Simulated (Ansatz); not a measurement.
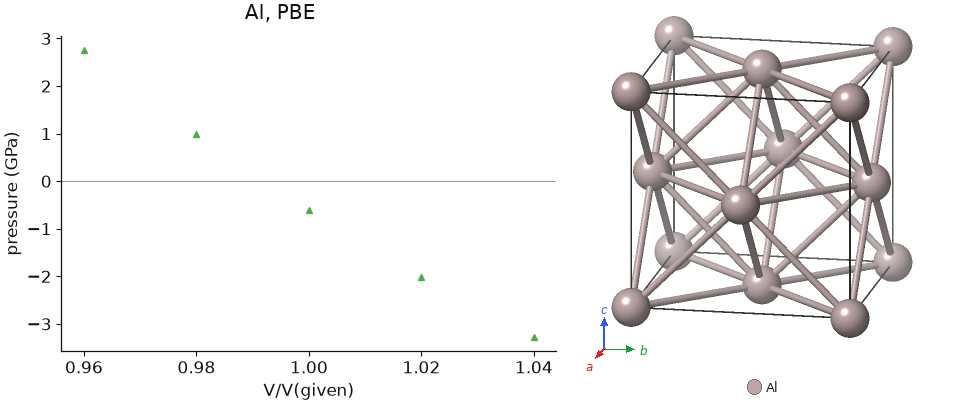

Plotted: pressure against V/V(given) for Al, space group Fm-3m (No. 225). The conventional cell is drawn beside the plot.

Cell as given: a = 2.862 Å, b = 2.862 Å, c = 2.862 Å, α = 60.00°, β = 60.00°, γ = 60.00°; 1 atom.

Calculation (Ansatz 0.2.0): periodic Kohn-Sham DFT of a crystal at fixed atoms, scaled to the stated factor times the given cell; pressure positive in compression. Level: PBE.

```
       setting            value
        method  frozen-core PAW
    relativity           scalar
        k mesh         14×14×14
   occupations      Fermi–Dirac
smearing width          0.05 eV
   wave cutoff           420 eV
       PAW set           soft_2
```

V(given) is 16.58 Å³/atom.

Give the values behind the plot as a table.

| V/V(given) | pressure (GPa) |
| --- | --- |
| 0.96 | 2.754 |
| 0.98 | 0.982 |
| 1.00 | −0.607 |
| 1.02 | −2.022 |
| 1.04 | −3.266 |
